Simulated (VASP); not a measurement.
**Geometry relaxation of PtSe2 (part 2 of 2)**

Continued. System: PtSe2 (3 atoms in the cell). Method: Kohn-Sham DFT of a periodic cell, PBE with D3(BJ), VASP PAW PBE potentials, recommended, no spin polarisation (VASP 6.6.1); cutoff 600 eV, 10×10×8 k-mesh, Gaussian smearing of 0.05 eV. The structure derives from an entry of the Crystallography Open Database.

Geometry of the input (Å; fractional positions):
```
3.7240  0.0000  0.0000
-1.8620  3.2251  0.0000
0.0000  0.0000  5.0620
Pt 0.0000  0.0000  0.0000
Se 0.3333  0.6667  0.2500
Se 0.6667  0.3333  0.7500
```

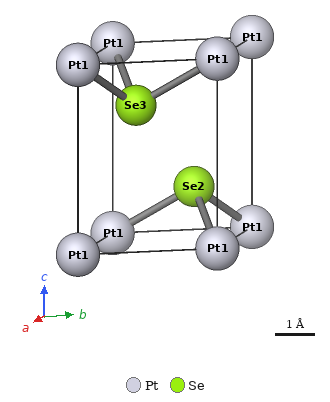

Figure 1. The geometry at step 3 of the log (ball-and-stick view of the cell of the calculation, seen slightly off an axis; atoms are numbered from 1 in the order of the input).

Parts of OUTCAR, continued
```
 -----------------------------------------------------------------------------
  energy-cutoff  :      600.00
  volume of cell :       60.80
      direct lattice vectors                 reciprocal lattice vectors
     3.724000000  0.000000000  0.000000000     0.268528464  0.155034981  0.000000000
    -1.862000000  3.225078604  0.000000000     0.000000000  0.310069962  0.000000000
     0.000000000  0.000000000  5.062000000     0.000000000  0.000000000  0.197550375

 POSITION                                       TOTAL-FORCE (eV/Angst)
 -----------------------------------------------------------------------------------
      0.00000      0.00000      0.00000         0.000000      0.000000      0.000000
     -0.00000      2.15005      1.26550         0.000000      0.000000      0.592320
      1.86200      1.07503      3.79650        -0.000000     -0.000000     -0.592320
 -----------------------------------------------------------------------------------
    total drift:                                0.000000      0.000000     -0.000000

  FREE ENERGIE OF THE ION-ELECTRON SYSTEM (eV)
  ---------------------------------------------------
  free  energy   TOTEN  =       -15.6180433663 eV

  energy  without entropy=      -15.6169855612  energy(sigma->0) =      -15.61751446

--------------------------------------- Ionic step        2  -------------------------------------------

 number of electron      22.0000004 magnetization

------------------------ aborting loop because EDIFF is reached ----------------------------------------

 Edisp (eV)   -1.43272

 E8    (eV) :    -0.6151

  FORCE on cell =-STRESS in cart. coord.  units (eV):
  Direction    XX          YY          ZZ          XY          YZ          ZX
  --------------------------------------------------------------------------------------
  -------------------------------------------------------------------------------------
  Total       0.68031     0.68031     0.05625     0.00000    -0.00000    -0.00000
  in kB      17.92865    17.92865     1.48249     0.00000    -0.00000    -0.00000
  external pressure =       12.45 kB  Pullay stress =        0.00 kB

 VOLUME and BASIS-vectors are now :
 -----------------------------------------------------------------------------
  energy-cutoff  :      600.00
  volume of cell :       60.80
      direct lattice vectors                 reciprocal lattice vectors
     3.739927079  0.000000000  0.000000000     0.267384892  0.154374740 -0.000000000
    -1.869963540  3.238871859 -0.000000000     0.000000000  0.308749479  0.000000000
     0.000000000  0.000000000  5.018977128     0.000000000  0.000000000  0.199243785

 POSITION                                       TOTAL-FORCE (eV/Angst)
 -----------------------------------------------------------------------------------
      0.00000      0.00000      0.00000        -0.000000      0.000000      0.000000
     -0.00000      2.15925      1.28308         0.000000     -0.000000      0.271935
      1.86996      1.07962      3.73590        -0.000000      0.000000     -0.271935
 -----------------------------------------------------------------------------------
    total drift:                                0.000000      0.000000      0.000000

  FREE ENERGIE OF THE ION-ELECTRON SYSTEM (eV)
  ---------------------------------------------------
  free  energy   TOTEN  =       -15.6485118961 eV

  energy  without entropy=      -15.6470276341  energy(sigma->0) =      -15.64776977

--------------------------------------- Ionic step        3  -------------------------------------------

 number of electron      22.0000002 magnetization

------------------------ aborting loop because EDIFF is reached ----------------------------------------

 Edisp (eV)   -1.43483

 E8    (eV) :    -0.6164

  FORCE on cell =-STRESS in cart. coord.  units (eV):
  Direction    XX          YY          ZZ          XY          YZ          ZX
  --------------------------------------------------------------------------------------
  -------------------------------------------------------------------------------------
  Total      -0.38305    -0.38305    -0.77557     0.00000    -0.00000     0.00000
  in kB     -10.09472   -10.09472   -20.43910     0.00000    -0.00000     0.00000
  external pressure =      -13.54 kB  Pullay stress =        0.00 kB

 VOLUME and BASIS-vectors are now :
 -----------------------------------------------------------------------------
  energy-cutoff  :      600.00
  volume of cell :       60.80
      direct lattice vectors                 reciprocal lattice vectors
     3.760822016  0.000000000  0.000000000     0.265899316  0.153517041 -0.000000000
    -1.880411008  3.256967405 -0.000000000     0.000000000  0.307034083  0.000000000
     0.000000000  0.000000000  4.963361691     0.000000000  0.000000000  0.201476351

 POSITION                                       TOTAL-FORCE (eV/Angst)
 -----------------------------------------------------------------------------------
      0.00000      0.00000      0.00000        -0.000000      0.000000      0.000000
     -0.00000      2.17131      1.30556        -0.000000     -0.000000     -0.136078
      1.88041      1.08566      3.65780         0.000000      0.000000      0.136078
 -----------------------------------------------------------------------------------
    total drift:                                0.000000     -0.000000     -0.000000

  FREE ENERGIE OF THE ION-ELECTRON SYSTEM (eV)
  ---------------------------------------------------
  free  energy   TOTEN  =       -15.6590035702 eV

  energy  without entropy=      -15.6575486775  energy(sigma->0) =      -15.65827612

--------------------------------------- Ionic step        4  -------------------------------------------

 number of electron      22.0000002 magnetization

------------------------ aborting loop because EDIFF is reached ----------------------------------------

 Edisp (eV)   -1.43448

 E8    (eV) :    -0.6162

  FORCE on cell =-STRESS in cart. coord.  units (eV):
  Direction    XX          YY          ZZ          XY          YZ          ZX
  --------------------------------------------------------------------------------------
  -------------------------------------------------------------------------------------
  Total      -0.20568    -0.20568    -0.63756    -0.00000     0.00000     0.00000
  in kB      -5.42050    -5.42050   -16.80186    -0.00000     0.00000     0.00000
  external pressure =       -9.21 kB  Pullay stress =        0.00 kB

 VOLUME and BASIS-vectors are now :
 -----------------------------------------------------------------------------
  energy-cutoff  :      600.00
  volume of cell :       60.80
      direct lattice vectors                 reciprocal lattice vectors
     3.757141769  0.000000000  0.000000000     0.266159773  0.153667417 -0.000000000
    -1.878570884  3.253780217 -0.000000000     0.000000000  0.307334833  0.000000000
     0.000000000  0.000000000  4.973090014     0.000000000  0.000000000  0.201082224

 POSITION                                       TOTAL-FORCE (eV/Angst)
 -----------------------------------------------------------------------------------
      0.00000      0.00000      0.00000         0.000000      0.000000      0.000000
     -0.00000      2.16919      1.30160        -0.000000      0.000000     -0.066106
      1.87857      1.08459      3.67149         0.000000      0.000000      0.066106
 -----------------------------------------------------------------------------------
    total drift:                                0.000000      0.000000      0.000000

  FREE ENERGIE OF THE ION-ELECTRON SYSTEM (eV)
  ---------------------------------------------------
  free  energy   TOTEN  =       -15.6595326349 eV

  energy  without entropy=      -15.6580840134  energy(sigma->0) =      -15.65880832

--------------------------------------- Ionic step        5  -------------------------------------------

 number of electron      22.0000002 magnetization

------------------------ aborting loop because EDIFF is reached ----------------------------------------

 Edisp (eV)   -1.43459

 E8    (eV) :    -0.6163

  FORCE on cell =-STRESS in cart. coord.  units (eV):
  Direction    XX          YY          ZZ          XY          YZ          ZX
  --------------------------------------------------------------------------------------
  -------------------------------------------------------------------------------------
  Total      -0.34855    -0.34855    -0.54800     0.00000     0.00000     0.00000
  in kB      -9.18554    -9.18554   -14.44175     0.00000     0.00000     0.00000
  external pressure =      -10.94 kB  Pullay stress =        0.00 kB

 VOLUME and BASIS-vectors are now :
 -----------------------------------------------------------------------------
  energy-cutoff  :      600.00
  volume of cell :       60.80
      direct lattice vectors                 reciprocal lattice vectors
     3.768945623  0.000000000  0.000000000     0.265326195  0.153186150 -0.000000000
    -1.884472811  3.264002655 -0.000000000     0.000000000  0.306372300  0.000000000
     0.000000000  0.000000000  4.941988633     0.000000000  0.000000000  0.202347693

 POSITION                                       TOTAL-FORCE (eV/Angst)
 -----------------------------------------------------------------------------------
      0.00000      0.00000      0.00000        -0.000000      0.000000      0.000000
     -0.00000      2.17600      1.29176        -0.000000     -0.000000     -0.031238
      1.88447      1.08800      3.65023         0.000000      0.000000      0.031238
 -----------------------------------------------------------------------------------
    total drift:                               -0.000000      0.000000      0.000000

  FREE ENERGIE OF THE ION-ELECTRON SYSTEM (eV)
  ---------------------------------------------------
  free  energy   TOTEN  =       -15.6616783731 eV

  energy  without entropy=      -15.6602172538  energy(sigma->0) =      -15.66094781

--------------------------------------- Ionic step        6  -------------------------------------------

 number of electron      22.0000002 magnetization

 Free energy of the ion-electron system (eV)
  ---------------------------------------------------
  ext. energy  EPLUGINS =         0.00000000
  ---------------------------------------------------
  free energy    TOTEN  =       -14.22755856 eV

  energy without entropy =      -14.22614061  energy(sigma->0) =      -14.22684959

 E-fermi :   6.4345     XC(G=0): -10.6899     alpha+bet :-11.1849

 val. band max:        6.3267547638   @ k =   0.0000   0.1000   0.2500
 cond. band min:       6.4350278108   @ k =  -0.1000   0.3000   0.3750
 fundamental gap:      0.1082730470
 Fermi energy:         6.4345131806

 k-point     1 :       0.0000    0.0000    0.0000
  band No.  band energies     occupation
      1      -9.0891      2.00000
      2      -6.1871      2.00000
      3      -0.5663      2.00000
      4       0.2711      2.00000
      5       0.2711      2.00000
      6       2.6698      2.00000
      7       2.6698      2.00000
      8       3.9744      2.00000
      9       5.4262      2.00000
     10       5.4262      2.00000
     11       7.1082      0.00000
     12       7.5962      0.00000
     13       7.5962      0.00000
     14       9.8992      0.00000
     15      10.4507      0.00000

 k-point     2 :       0.1000    0.0000    0.0000
  band No.  band energies     occupation
      1      -8.9835      2.00000
      2      -6.2427      2.00000
      3      -0.4340      2.00000
      4       0.3400      2.00000
      5       0.3664      2.00000
      6       2.5215      2.00000
      7       2.5946      2.00000
      8       3.7458      2.00000
      9       5.0155      2.00000
     10       5.2786      2.00000
     11       6.4737      0.26758
     12       7.7007      0.00000
     13       7.8620      0.00000
     14      10.5774      0.00000
     15      11.0749      0.00000

 k-point     3 :       0.2000    0.0000    0.0000
  band No.  band energies     occupation
      1      -8.6819      2.00000
      2      -6.3931      2.00000
      3      -0.0659      2.00000
      4       0.5259      2.00000
      5       0.6358      2.00000
      6       1.9023      2.00000
      7       2.4414      2.00000
      8       3.2485      2.00000
      9       4.5389      2.00000
     10       4.8552      2.00000
     11       5.5565      2.00000
     12       7.9753      0.00000
     13       8.0030      0.00000
     14      11.3988      0.00000
     15      12.0494      0.00000

 k-point     4 :       0.3000   -0.0000    0.0000
  band No.  band energies     occupation
      1      -8.2329      2.00000
      2      -6.6072      2.00000
      3       0.3092      2.00000
      4       0.7561      2.00000
      5       0.8031      2.00000
      6       1.3144      2.00000
      7       2.3706      2.00000
      8       2.9895      2.00000
      9       4.1385      2.00000
     10       4.2584      2.00000
     11       4.6946      2.00000
     12       7.6759      0.00000
     13       8.3919      0.00000
     14      11.2340      0.00000
     15      12.8550      0.00000

 k-point     5 :       0.4000    0.0000    0.0000
  band No.  band energies     occupation
      1      -7.7272      2.00000
      2      -6.8723      2.00000
      3      -0.2691      2.00000
      4       0.9165      2.00000
      5       1.1113      2.00000
      6       1.9486      2.00000
      7       2.5365      2.00000
      8       2.8350      2.00000
      9       3.6162      2.00000
     10       3.6310      2.00000
     11       3.9642      2.00000
     12       7.1731      0.00000
     13       8.7040      0.00000
     14      11.2637      0.00000
     15      12.6735      0.00000

 [... the levels of 18 k-points are left out ...]

 k-point    24 :       0.5000    0.0000    0.1250
  band No.  band energies     occupation
      1      -7.3725      2.00000
      2      -7.0982      2.00000
      3      -0.6419      2.00000
      4       0.9082      2.00000
      5       1.1508      2.00000
      6       2.4520      2.00000
      7       2.8595      2.00000
      8       2.9734      2.00000
      9       3.1502      2.00000
     10       3.2495      2.00000
     11       3.7561      2.00000
     12       7.2334      0.00000
     13       8.5475      0.00000
     14      11.0483      0.00000
     15      11.9494      0.00000

 [... further k-points ...]

------------------------ aborting loop because EDIFF is reached ----------------------------------------

 Edisp (eV)   -1.43469

 E8    (eV) :    -0.6163

  FORCE on cell =-STRESS in cart. coord.  units (eV):
  Direction    XX          YY          ZZ          XY          YZ          ZX
  --------------------------------------------------------------------------------------
  -------------------------------------------------------------------------------------
  Total      -0.47160    -0.47160    -0.46696     0.00000     0.00000     0.00000
  in kB     -12.42838   -12.42838   -12.30613     0.00000     0.00000     0.00000
  external pressure =      -12.39 kB  Pullay stress =        0.00 kB

 VOLUME and BASIS-vectors are now :
 -----------------------------------------------------------------------------
  energy-cutoff  :      600.00
  volume of cell :       60.80
      direct lattice vectors                 reciprocal lattice vectors
     3.779168790  0.000000000  0.000000000     0.264608451  0.152771760 -0.000000000
    -1.889584395  3.272856178 -0.000000000     0.000000000  0.305543521  0.000000000
     0.000000000  0.000000000  4.915287290     0.000000000  0.000000000  0.203446908

 POSITION                                       TOTAL-FORCE (eV/Angst)
 -----------------------------------------------------------------------------------
      0.00000      0.00000      0.00000         0.000000      0.000000      0.000000
     -0.00000      2.18190      1.28330        -0.000000      0.000000     -0.002874
      1.88958      1.09095      3.63198         0.000000     -0.000000      0.002874
 -----------------------------------------------------------------------------------
    total drift:                                0.000000     -0.000000      0.000000

  FREE ENERGIE OF THE ION-ELECTRON SYSTEM (eV)
  ---------------------------------------------------
  free  energy   TOTEN  =       -15.6622528410 eV

  energy  without entropy=      -15.6608348885  energy(sigma->0) =      -15.66154386

 reached required accuracy - stopping structural energy minimisation
```

CONTCAR
```
PtSe2
   1.00000000000000
     3.7791687902753441    0.0000000000000000    0.0000000000000000
    -1.8895843951376721    3.2728561775752594   -0.0000000000000000
     0.0000000000000000    0.0000000000000000    4.9152872899347715
  Pt              Se
     1     2
Direct
     0.0000000000000000    0.0000000000000000    0.0000000000000000
     0.3333333332999970    0.6666666667000030    0.2610842590413717
     0.6666666667000030    0.3333333332999970    0.7389157409586284

  0.00000000E+00  0.00000000E+00  0.00000000E+00
  0.00000000E+00  0.00000000E+00  0.00000000E+00
  0.00000000E+00  0.00000000E+00  0.00000000E+00
```

Trajectory as extended XYZ (Å, eV, eV/Å), 6 frames, from step=0 to step=5
```
3
Lattice="3.7240 0.0000 0.0000 -1.8620 3.2251 0.0000 0.0000 0.0000 5.0620" Properties=species:S:1:pos:R:3:forces:R:3 step=0 energy=-15.61804
Pt    0.0000    0.0000    0.0000    0.0000   0.0000   0.0000
Se    0.0000    2.1501    1.2655    0.0000   0.0000   0.5923
Se    1.8620    1.0750    3.7965    0.0000   0.0000  -0.5923
3
Lattice="3.7399 0.0000 0.0000 -1.8700 3.2389 -0.0000 0.0000 0.0000 5.0190" Properties=species:S:1:pos:R:3:forces:R:3 step=1 energy=-15.64851
Pt    0.0000    0.0000    0.0000    0.0000   0.0000   0.0000
Se    0.0000    2.1592    1.2831    0.0000   0.0000   0.2719
Se    1.8700    1.0796    3.7359    0.0000   0.0000  -0.2719
3
Lattice="3.7608 0.0000 0.0000 -1.8804 3.2570 -0.0000 0.0000 0.0000 4.9634" Properties=species:S:1:pos:R:3:forces:R:3 step=2 energy=-15.65900
Pt    0.0000    0.0000    0.0000    0.0000   0.0000   0.0000
Se    0.0000    2.1713    1.3056    0.0000   0.0000  -0.1361
Se    1.8804    1.0857    3.6578    0.0000   0.0000   0.1361
3
Lattice="3.7571 0.0000 0.0000 -1.8786 3.2538 -0.0000 0.0000 0.0000 4.9731" Properties=species:S:1:pos:R:3:forces:R:3 step=3 energy=-15.65953
Pt    0.0000    0.0000    0.0000    0.0000   0.0000   0.0000
Se    0.0000    2.1692    1.3016    0.0000   0.0000  -0.0661
Se    1.8786    1.0846    3.6715    0.0000   0.0000   0.0661
3
Lattice="3.7689 0.0000 0.0000 -1.8845 3.2640 -0.0000 0.0000 0.0000 4.9420" Properties=species:S:1:pos:R:3:forces:R:3 step=4 energy=-15.66168
Pt    0.0000    0.0000    0.0000    0.0000   0.0000   0.0000
Se    0.0000    2.1760    1.2918    0.0000   0.0000  -0.0312
Se    1.8845    1.0880    3.6502    0.0000   0.0000   0.0312
3
Lattice="3.7792 0.0000 0.0000 -1.8896 3.2729 -0.0000 0.0000 0.0000 4.9153" Properties=species:S:1:pos:R:3:forces:R:3 step=5 energy=-15.66225
Pt    0.0000    0.0000    0.0000    0.0000   0.0000   0.0000
Se    0.0000    2.1819    1.2833    0.0000   0.0000  -0.0029
Se    1.8896    1.0910    3.6320    0.0000   0.0000   0.0029
```

Results in brief

- outcome: converged
- space group (tolerance 0.01 Å): P-3m1 (164)
- electrons treated: 22
- free energy: −15.6623 eV
- dispersion energy: −1.4347 eV
- Fermi energy: 6.435 eV
- gap on the k-point mesh: none (metallic)
- pressure: −1.24 GPa
- final volume: 60.80 Å³
- largest force (length of the vector) at the end: 0.003 eV/Å
- final cell: a = 3.779 Å, b = 3.779 Å, c = 4.915 Å, α = 90.00°, β = 90.00°, γ = 120.00°
- hardware: 1 thread of Intel Xeon @ 2.90GHz (Ice Lake), 64 GiB of memory available, shared host
- wall time: 4.5 min
- peak memory: 0.29 GiB

Remarks

Spin–orbit coupling is left out, which matters for Pt.
